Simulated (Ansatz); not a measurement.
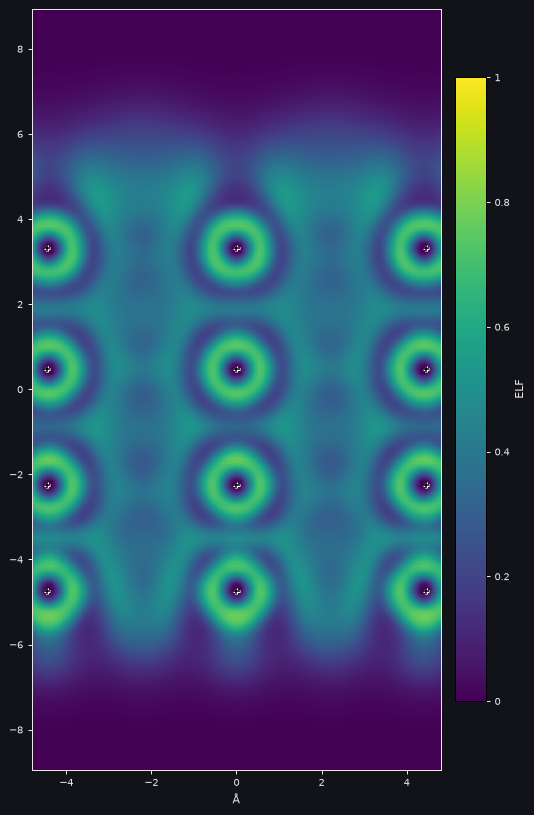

The electron localisation function on a plane through atoms (crosses mark nuclei in the plane).

Method: Ansatz, DFT PBEsol, scalar-relativistic, plane waves, PAW.

Candidates:
A. Hf3O5 (cell charge +1, with a compensating background) (cell with a defect), a = 6.83 Å, b = 6.83 Å, c = 8.03 Å, α = 115.16°, β = 115.16°, γ = 90.00°. Spin-polarised.
B. W (slab), a = 4.46 Å, b = 4.46 Å, c = 25.02 Å, α = 90.00°, β = 90.00°, γ = 120.00°. 

Which candidate gave the map?

Answer. Candidate B: W on the (100) plane of the calculation cell, a cut from vacuum to vacuum, which holds W. W–W (2.48 Å): the ELF is about 0.50 at the midpoint. W–W (2.73 Å): the ELF is about 0.35 at the midpoint.
